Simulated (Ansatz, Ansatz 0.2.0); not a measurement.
# Lattice constants of Bi4Te3: PBEsol with spin-orbit coupling meets the target for a but leaves c one per cent short

## What was measured

The reference is the hexagonal cell of Bi$_4$Te$_3$ quoted in the supplement of "Bulk and surface electronic structure of Bi$_4$Te$_3$ from $GW$ calculations and photoemission experiments" (2022, arXiv:2204.08856). It is a literature crystal-structure determination; the temperature is not given with the values. The long axis $c$ spans three stacking units, so it collects the thickness of the layers and all the gaps between them. The diffraction structure in the Crystallography Open Database has the same $a$ and $c$. I therefore treat the two as one determination and do not count their agreement as confirmation. In this homologous series composition and stacking faults can also shift $c$ a little, which matters when a small deviation is judged.

| compared with | measured | source's wording or label | method |
| --- | --- | --- | --- |
| a (Å) | 4.451 | a, hexagonal setting | quoted crystal structure determination |
| c (Å) | 41.888 | c, hexagonal setting | quoted crystal structure determination |

Conditions are those given with the value in the passage it was taken from; "not stated" means there, and the paper may say more elsewhere. The values are a selection: others may have been left out beforehand as unlike or outlying.

## Approach

The aim is to obtain $a$ and $c$ of the ordered, stoichiometric crystal by relaxing cell and atoms in the seven-atom primitive cell of $R\bar{3}m$. I count the result as a success if both $a$ and $c$ come within 0.5 % of the reference. That is about 0.02 Å in $a$ and 0.2 Å in $c$, tight enough to expose a functional that binds the layers wrongly, and still a fair demand on a semilocal functional. The calculation is static. If the reference was taken at room temperature, as I presume, the computed cell should lie somewhat below it, by a few tenths of a per cent in length and perhaps more along the soft axis.

I start with PBEsol including spin-orbit coupling. Bismuth $6p$ states form both the bonds and the band edges, so the coupling belongs in the structure as well as in the bands. PBEsol usually describes the covalent layers of such tellurides well and, although it has no dispersion term, tends to give reasonable gaps between them. I skip plain PBE, which would cost less than a relativistic run but should make the cell too large, above all along $c$. A scalar-relativistic twin will show how much the relativistic treatment matters; after that come a check towards tighter settings and a dispersion-corrected functional for scale.

System: Bi4Te3; R-3m (No. 166), 7 atoms in the primitive cell; the database structure is a diffraction structure: a = 4.451 Å, c = 41.888 Å; structure from the Crystallography Open Database.

## 1. PBEsol with and without spin-orbit coupling

The run with coupling is the one I expect to rely on. Its scalar-relativistic twin has the same functional, cutoff and mesh, but different potential files, so the difference between them measures the change of treatment as a whole. I expect the coupling to weaken the $p$ bonding and lengthen the cell slightly, and both cells to come out a little below the reference.

**Run 1.** Ansatz 0.2.0: PBEsol with spin-orbit coupling, cell and atoms relaxed from the database structure, cutoff 420 eV (default), 9x9x9 k mesh, Gaussian smearing 0.01 eV.

Key lines of the input:
```
crystal:
  # lattice and atoms
kpoints:
  mp_grid: { grid: [9, 9, 9] }
hamiltonian:
  xc: pbesol
  pseudopotentials: { kind: paw_fr }
scf:
  occupations: { method: gaussian, width: 0.01 }
output:
  forces: true
  stress: true
magnetization:
  noncollinear: true
  spin_orbit: true
relax:
  adjacent_minimum: "off"
  f_tol: 0.005
  max_steps: 60
  cell: { stress_tol: 0.03 }
```

Command:
```
ansatz run input.yaml --threads 8 --pin off --max-ram 16384MiB --backend cpu --events-out ev --progress --plain --runs-dir out
```

Selected lines of the output:
```
relax step   8: F+E_penalty+E_count = -69845.07878921 eV  [...]  max|allowed force component| = 5.815e-4 eV/Å  [...]  P = +0.001 GPa  Ω = 238.001 Å³  [...]
--- Relaxed structure (7 steps of the walk, 7 accepted, 1 SCFs on fresh bases) ---
```

Converged; 11 min on 8 cores of Arm Neoverse V2, shared host.

**Run 2.** Ansatz 0.2.0: PBEsol, cell and atoms relaxed from the database structure, PAW set soft_2, cutoff 420 eV (default), 9x9x9 k mesh, Gaussian smearing 0.01 eV.

Key lines of the input, as changed from run 1:
```diff
  hamiltonian:
-   pseudopotentials: { kind: paw_fr }
- magnetization:
-   noncollinear: true
-   spin_orbit: true
```

Selected lines of the output:
```
relax step   8: F+E_penalty+E_count = -69673.68917781 eV  [...]  max|allowed force component| = 1.172e-4 eV/Å  [...]  P = +0.001 GPa  Ω = 236.085 Å³  [...]
--- Relaxed structure (7 steps of the walk, 7 accepted, 1 SCFs on fresh bases) ---
```

Converged; 87 s on 8 cores of Arm Neoverse V1, shared host.

| quantity | run 1 | run 2 | measured |
| --- | --- | --- | --- |
| a (Å) | 4.459 | 4.439 | 4.451 |
| c (Å) | 41.464 | 41.495 | 41.888 |
| conventional cell volume (Å³) | 714.00 | 708.26 |  |

With spin-orbit coupling, $a$ is 0.2 % above the reference and meets the target, but $c$ is 1.0 % too short and misses it. I had expected both axes to fall slightly below the reference, which holds only for $c$.

The fully relativistic treatment lengthens $a$ by 0.020 Å, in the direction I expected from weaker $p$ bonding. It does not lengthen $c$, which comes out 0.031 Å shorter, a change so small on a soft axis that the stopping threshold may account for part of it. The short $c$ is therefore common to both treatments and cannot be put down to leaving out the coupling. The mean pressure on the rebuilt basis is only 0.001 GPa in both runs, but that does not show that the cutoff or the potentials are adequate.

## 2. Cutoff, mesh and potentials under test

Before I blame PBEsol for the missing 0.4 Å in $c$, I want to know whether the numerical settings could produce it. I raise the cutoff and the k mesh separately, and replace the PAW set by norm-conserving PseudoDojo potentials. All three runs are scalar-relativistic, so they are to be compared with the scalar-relativistic cell and bear on the coupled one only indirectly. I expect shifts well below the miss.

**Run 3.** Ansatz 0.2.0: PBEsol, cell and atoms relaxed from the database structure, PAW set soft_2, cutoff 590 eV, 9x9x9 k mesh, Gaussian smearing 0.01 eV.

Key lines of the input, as changed from run 2:
```diff
+ basis:
+   ecutwfc: 590.0
```

Converged; 2 min on 8 cores of Arm Neoverse V2, shared host.

**Run 4.** Ansatz 0.2.0: PBEsol, cell and atoms relaxed from the database structure, PAW set soft_2, cutoff 420 eV (default), 12x12x12 k mesh, Gaussian smearing 0.01 eV.

Key lines of the input, as changed from run 2:
```diff
  kpoints:
-   mp_grid: { grid: [9, 9, 9] }
+   mp_grid: { grid: [12, 12, 12] }
```

Converged; wall time 2.4 min.

**Run 5.** Ansatz 0.2.0: PBEsol, PseudoDojo norm-conserving pseudopotentials, cell and atoms relaxed from the database structure, cutoff 1120 eV (default), 9x9x9 k mesh, Gaussian smearing 0.01 eV.

Key lines of the input, as changed from run 2:
```diff
  hamiltonian:
+   pseudopotentials: { kind: nc, accuracy: standard }
```

Converged; wall time 7.1 min.

| quantity | run 3 | run 4 | run 5 | measured |
| --- | --- | --- | --- | --- |
| a (Å) | 4.439 | 4.438 | 4.440 | 4.451 |
| c (Å) | 41.495 | 41.507 | 41.417 | 41.888 |
| conventional cell volume (Å³) | 708.24 | 708.02 | 706.95 |  |

None of the three changes accounts for the short $c$. The higher cutoff leaves both constants unchanged to the printed precision, and the denser mesh moves $c$ by only about 0.01 Å. The norm-conserving potentials shorten it by 0.078 Å, which widens the miss. Against a gap of 0.393 Å between the scalar-relativistic PBEsol cell and the reference, these are minor shifts, and $a$ stays within 0.001 Å throughout.

At the scalar-relativistic level the deficit in $c$ is thus not a numerical artefact of these settings; if the reference is sound, it is shared between PBEsol and the static treatment. The coupled run has much the same deficit, although a test of its own cutoff and mesh is not shown in this report. Thermal expansion could supply a sizeable part of the difference, but I would not stretch it to cover the whole.

## 3. Other descriptions of the layer binding

The short $c$ makes me change course on the functional. Adding a dispersion term to PBEsol would pull the layers still closer, so I turn to PBE with D3(BJ), where the attraction is added to a functional that binds the layers too weakly. Plain PBE, which I skipped at first, now serves as its counterpart and shows what the correction does to each axis. r2SCAN+rVV10 is a second, differently built description of the same binding.

I expect plain PBE to be too long in both directions and D3(BJ) to bring $c$ back towards the reference. All three are scalar-relativistic, and the lengthening of $a$ found with PBEsol has to be kept in mind when they are judged.

**Run 6.** Ansatz 0.2.0: PBE+D3(BJ), cell and atoms relaxed from the database structure, PAW set soft_2, cutoff 420 eV (default), 9x9x9 k mesh, Gaussian smearing 0.01 eV.

Key lines of the input, as changed from run 2:
```diff
  hamiltonian:
-   xc: pbesol
+   xc: pbe
+   dispersion: d3bj
```

Converged; wall time 76 s.

**Run 7.** Ansatz 0.2.0: PBE, cell and atoms relaxed from the database structure, PAW set soft_2, cutoff 420 eV (default), 9x9x9 k mesh, Gaussian smearing 0.01 eV.

Key lines of the input, as changed from run 6:
```diff
  hamiltonian:
-   dispersion: d3bj
```

Converged; 1.8 min on 8 cores of Arm Neoverse V1, shared host.

**Run 8.** Ansatz 0.2.0: r2SCAN+rVV10, cell and atoms relaxed from the database structure, PAW set soft_2, cutoff 500 eV (default), 9x9x9 k mesh, Gaussian smearing 0.01 eV.

Key lines of the input, as changed from run 2:
```diff
  hamiltonian:
-   xc: pbesol
+   xc: r2scan
+   dispersion: rvv10
```

Converged; 3 min on 8 cores of Arm Neoverse V2, shared host.

| quantity | run 6 | run 7 | run 8 | measured |
| --- | --- | --- | --- | --- |
| a (Å) | 4.445 | 4.508 | 4.448 | 4.451 |
| c (Å) | 41.563 | 43.006 | 42.729 | 41.888 |
| conventional cell volume (Å³) | 711.11 | 756.79 | 732.13 |  |

None of the three functionals brings $c$ within the target. Plain PBE is too long in both directions, as I had expected, by 1.3 % in $a$ and 2.7 % in $c$. D3(BJ) shortens $c$ by 1.443 Å and $a$ by 0.063 Å, roughly 3.4 % and 1.4 %, so it acts more strongly along the stacking axis but also contracts the layers in the plane. It carries $c$ past the reference to a value 0.8 % too short, only about 0.07 Å longer than scalar-relativistic PBEsol gives.

r2SCAN+rVV10 surprised me. Its $a$ is within 0.1 % of the reference, yet $c$ is 2.0 % too long, although the functional includes a dispersion term. Thermal expansion cannot excuse this, since it would lengthen the computed cell further. I have no established cause for the excess and leave it open.

PBE+D3(BJ) and r2SCAN+rVV10 differ by 0.003 Å in $a$ and by 1.166 Å in $c$. The in-plane constant therefore says little about whether the stacking is described well. That the errors in $c$ fall on both sides of the reference does not confirm the reference either.

## All runs against the measurement

| run | settings | a (Å) | deviation | c (Å) | deviation | cost |
| --- | --- | --- | --- | --- | --- | --- |
| 1 | PBEsol with spin-orbit coupling, cutoff 420 eV (default), 9x9x9 k mesh | 4.459 | +0.008 (+0.2 %) | 41.464 | −0.424 (−1.0 %) | 1.5 core-h |
| 2 | PBEsol, PAW set soft_2, cutoff 420 eV (default), 9x9x9 k mesh | 4.439 | −0.012 (−0.3 %) | 41.495 | −0.393 (−0.9 %) | 12 core-min |
| 3 | PBEsol, PAW set soft_2, cutoff 590 eV, 9x9x9 k mesh | 4.439 | −0.012 (−0.3 %) | 41.495 | −0.393 (−0.9 %) | 16 core-min |
| 4 | PBEsol, PAW set soft_2, cutoff 420 eV (default), 12x12x12 k mesh | 4.438 | −0.013 (−0.3 %) | 41.507 | −0.381 (−0.9 %) | 19 core-min |
| 5 | PBEsol, PseudoDojo norm-conserving pseudopotentials, cutoff 1120 eV (default), 9x9x9 k mesh | 4.440 | −0.011 (−0.3 %) | 41.417 | −0.471 (−1.1 %) | 56 core-min |
| 6 | PBE+D3(BJ), PAW set soft_2, cutoff 420 eV (default), 9x9x9 k mesh | 4.445 | −0.006 (−0.1 %) | 41.563 | −0.325 (−0.8 %) | 10 core-min |
| 7 | PBE, PAW set soft_2, cutoff 420 eV (default), 9x9x9 k mesh | 4.508 | +0.057 (+1.3 %) | 43.006 | +1.118 (+2.7 %) | 14 core-min |
| 8 | r2SCAN+rVV10, PAW set soft_2, cutoff 500 eV (default), 9x9x9 k mesh | 4.448 | −0.003 (−0.1 %) | 42.729 | +0.841 (+2.0 %) | 24 core-min |
|  | measured | 4.451 |  | 41.888 |  |  |

The runs in order, against the measurement:

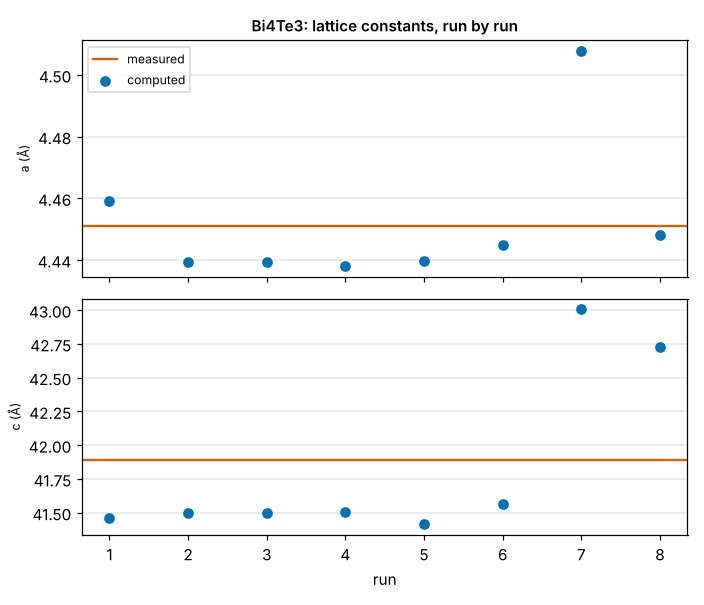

Further runs on the same system, made beside this series (convergence steps with loose settings among them):

| further | settings | a (Å) | deviation | c (Å) | deviation | cost |
| --- | --- | --- | --- | --- | --- | --- |
| F1 | r2SCAN, PAW set soft_2, cutoff 500 eV (default), 9x9x9 k mesh | 4.467 | +0.016 (+0.4 %) | 43.774 | +1.886 (+4.5 %) | 19 core-min |
| F2 | PBEsol+D3(BJ), PAW set soft_2, cutoff 420 eV (default), 9x9x9 k mesh | 4.374 | −0.077 (−1.7 %) | 40.660 | −1.228 (−2.9 %) | 7.8 core-min |
| F3 | BLYP+D3(BJ), PAW set soft_2, cutoff 420 eV (default), 9x9x9 k mesh | 4.463 | +0.012 (+0.3 %) | 41.511 | −0.377 (−0.9 %) | 10 core-min |
| F4 | PBE+D4, PAW set soft_2, cutoff 420 eV (default), 9x9x9 k mesh | 4.443 | −0.008 (−0.2 %) | 41.553 | −0.335 (−0.8 %) | 9.8 core-min |
| F5 | BLYP, PAW set soft_2, cutoff 420 eV (default), 9x9x9 k mesh | 4.569 | +0.118 (+2.7 %) | 50.584 | +8.696 (+20.8 %) | 26 core-min |
| F6 | LDA, PAW set soft_2, cutoff 420 eV (default), 9x9x9 k mesh | 4.410 | −0.041 (−0.9 %) | 41.008 | −0.880 (−2.1 %) | 14 core-min |
| F7 | r2SCAN, PAW set soft_2, cutoff 500 eV (default), 6x6x6 k mesh | 4.470 | +0.019 (+0.4 %) | 43.608 | +1.720 (+4.1 %) | 8.7 core-min |
| F8 | PBEsol, PAW set soft_2, cutoff 420 eV (default), 6x6x6 k mesh | 4.439 | −0.012 (−0.3 %) | 41.483 | −0.405 (−1.0 %) | 4 core-min |
|  | measured | 4.451 |  | 41.888 |  |  |

## Conclusion

The PBEsol run with spin-orbit coupling, on which I had meant to rely, misses the target. Its $a$ is 0.2 % too long and passes, but $c$ is 1.0 % too short, at a cost of 1.5 core-hours. No level shown here brings $c$ within 0.5 %; PBE with D3(BJ) or D4 comes nearest, 0.8 % short, for about 10 core-minutes, without coupling and ahead of scalar-relativistic PBEsol by no more than the change of potentials moved $c$.

The scalar-relativistic twin was worth running, because it showed that the short $c$ appears with and without the coupling, each with its own potential files. Cutoff and mesh hardly moved the PBEsol cell, and other potentials shortened $c$ slightly further. These checks are all scalar-relativistic; a convergence test of the coupled run itself is not shown in this report.

PBEsol has no dispersion term, so its moderate error in $c$ is no proof that it binds the layers for the right reason. Adding D3(BJ) to it makes $c$ 2.9 % too short. The long $c$ of r2SCAN+rVV10, which I had left open, is now located, though not explained: r2SCAN alone is 4.5 % too long, and rVV10 removes only part of that excess. Why r2SCAN gives a longer $c$ than even plain PBE is not established here. The r2SCAN $c$ still moves by nearly 0.2 Å between the two meshes shown, and a denser mesh for r2SCAN+rVV10 is not shown in this report, so its value is less settled than the PBEsol one.

If the reference is a room-temperature cell, thermal expansion explains some of the PBEsol deficit in $c$, perhaps a few tenths of a per cent or more along this soft axis. The same allowance would worsen the agreement in $a$, which is already too long. How much of the remainder belongs to the functional and how much to composition or stacking faults in the sample can't be settled against one quoted structure of unspecified temperature. The next calculation I would make is PBE+D3(BJ) with spin-orbit coupling.

[Logs are printed without paths, hosts, clocks, repeated set-up lines and the standing remarks that a program may print on its own settings, such as how far it seeks lower states.]

[The runs shown are a pick from a larger set of finished runs; failed, doubtful and other runs were left out of it ahead of writing. So were measured values far from every level or from commonly accepted values, and agreement can look better than it is. Lines of input and output are excerpts and may be shortened.]
